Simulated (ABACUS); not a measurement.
**Energy of CoO along an even scaling of the cell**

System: CoO (Fm-3m, 2 atoms in the cell).
Method: Kohn-Sham DFT of a periodic cell, PBE, PseudoDojo NC SR 0.4.1 PBE standard, spin-polarised (ABACUS 3.10.1).

The 7 runs differ only in the geometry, by an even scaling of the cell at fixed fractional positions. The structure derives from an entry of the Crystallography Open Database.

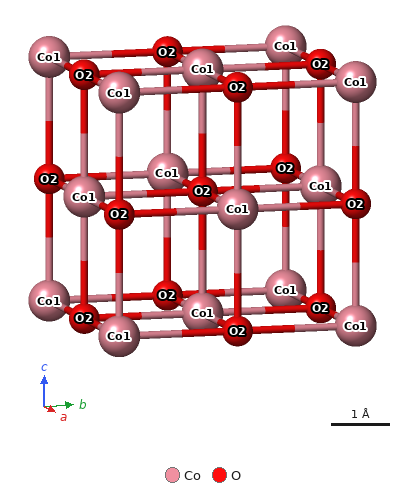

Figure 1. The structure of run 4 (ball-and-stick view of the cell 4 times as large as that of the calculation, set on its symmetry axes, seen slightly off an axis; atoms are numbered from 1 in the order of the input).

**Input file of run 4**
```
INPUT_PARAMETERS
suffix              CoO
calculation         scf
basis_type          lcao
pseudo_dir          ./
orbital_dir         ./
symmetry            1
dft_functional      pbe
ecutwfc             100
pseudo_rcut         10
nspin               2
nbands              17
ks_solver           genelpa
smearing_method     fd
smearing_sigma      0.00367493
scf_thr             1e-07
scf_nmax            100
mixing_type         broyden
mixing_beta         0.4
cal_force           1
cal_stress          1
out_mul             1
out_chg             1
out_pot             2
out_elf             1
```

**File STRU of run 4**
```
ATOMIC_SPECIES
Co 58.9332 Co.upf
O 15.9990 O.upf

NUMERICAL_ORBITAL
Co_confined-atom_7au_4s3p3d1f.orb
O_confined-atom_6au_3s3p2d1f.orb

LATTICE_CONSTANT
1.8897261246

LATTICE_VECTORS
0.0000000000 2.1315000000 2.1315000000
2.1315000000 0.0000000000 2.1315000000
2.1315000000 2.1315000000 0.0000000000

ATOMIC_POSITIONS
Direct

Co
0.0
1
0.0000000000 0.0000000000 0.0000000000 1 1 1 mag 2

O
0.0
1
0.5000000000 0.5000000000 0.5000000000 1 1 1 mag 0
```

**File KPT of run 4**
```
K_POINTS
0
Gamma
11 11 11 0 0 0
```

Command:
```bash
OMP_NUM_THREADS=1 mpirun -np 4 abacus > log
```

Run 5 differs from it as follows:
```diff
-out_chg             1
-out_pot             2
-out_elf             1
-0.0000000000 2.1315000000 2.1315000000
-2.1315000000 0.0000000000 2.1315000000
-2.1315000000 2.1315000000 0.0000000000
+0.0000000000 2.1456163054 2.1456163054
+2.1456163054 0.0000000000 2.1456163054
+2.1456163054 2.1456163054 0.0000000000
```

**Results, with one run withheld**

```csv
run,volume per atom (Å³),"free energy per atom, from the lowest run given (meV)",pressure (GPa)
1,9.103,15.13,10.33
2,9.297,5.20,6.06
3,9.490,0.48,2.08
4,9.684,0.00,−1.62
5,9.878,?,?
6,10.071,12.11,−8.09
7,10.265,23.56,−10.82
```

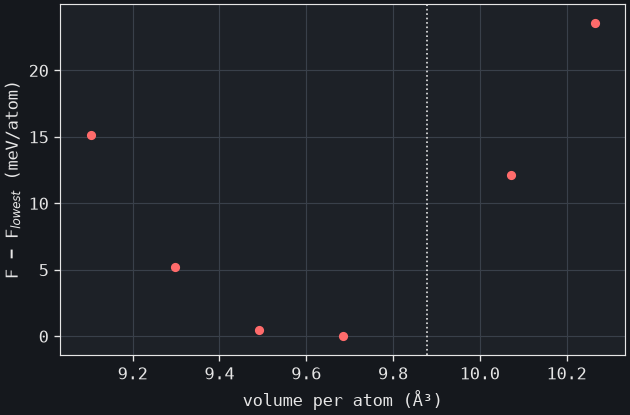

Figure 2. Free energy per atom of the runs given; the dotted line marks run 5.

What should run 5 give?

A cubic polynomial in V^(−2/3) (the Birch–Murnaghan form), fitted to the 6 runs given, misses them by at most 0.12 meV per atom. With x = V^(−2/3) − 0.22082 Å⁻², it reads F = −0.22372 − 303.48 x + 2.4963e+05 x² − 4.9965e+05 x³ (meV per atom). At run 5 it gives 4.14 meV per atom, and the run itself gives 4.18. The slope of the fit gives a pressure −dF/dV of −4.99 GPa there, and the run prints −5.01 GPa. The fit has its minimum at 9.597 Å³ per atom, where V d²F/dV² gives 181 GPa: the bulk modulus at this level, since symmetry fixes the shape and the positions.

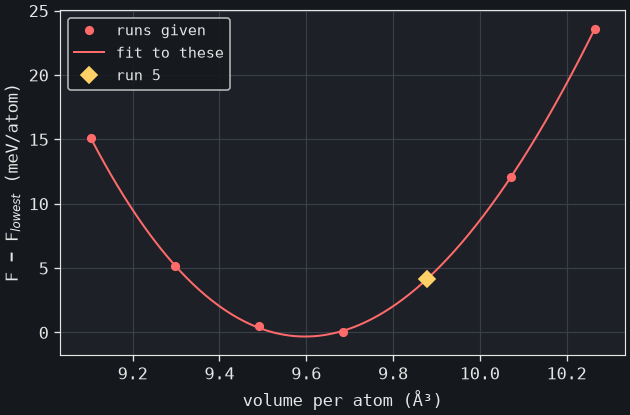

Figure 3. The fit and the withheld run.

**Some lines of the output (run 5)**
```
[...]
 E_Fermi        1.0090294848         13.7285504437
 E_Fermi        1.0104555947         13.7479536634
 E_Fermi        1.0102910078         13.7457143438
 E_Fermi        1.0103700561         13.7467898513
 E_Fermi        1.0104117542         13.7473571828
 E_Fermi        1.0104109416         13.7473461279
 E_Fermi        1.0104126877         13.7473698849
 E_Fermi        1.0104127585         13.7473708469
 E_KS(sigma->0) -339.0608268516      -4613.1592137737
 E_Fermi        1.0104126939         13.7473699681
 final etot is -4613.1751736 eV
 EFERMI = 13.747369968 eV
 TOTAL-PRESSURE: -50.134581 KBAR
 !FINAL_ETOT_IS -4613.1751736184560286 eV
```

Notes: Points of doubt noted for this run: home made orbitals.
